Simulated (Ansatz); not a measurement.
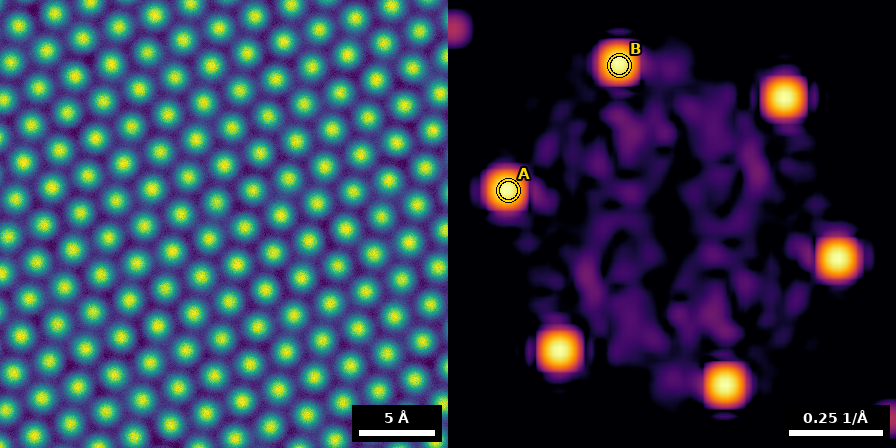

HAADF-like image of Ir (Im-3m, No. 229) along [111]. The image is simulated as a sum over atoms of Z^1.7, blurred by a 1.30 Å probe (no channelling). The probe carries 15 % of its weight in a tail 2.5 times as wide. The display is stretched by a gamma of 0.8; percentages refer to the linear signal. Shot noise and the speckle of an amorphous layer were added. Atomic positions: a calculation's starting geometry; the starting structure was generated, so it need not be a known form of this composition.

The right panel is the modulus of the image's Fourier transform on a logarithmic scale.

a = 3.112 Å, b = 3.112 Å, c = 3.112 Å, α = 90.00°, β = 90.00°, γ = 90.00°

Index the marked spots and give their plane spacings (the zone axis points at the viewer; indices equivalent by symmetry, or all signs reversed, are as good).

A: (0 1 -1), d = 2.20 Å; B: (1 0 -1), d = 2.20 Å. A and B enclose 60°, and every spot obeys the zone law hu + kv + lw = 0 for [111].
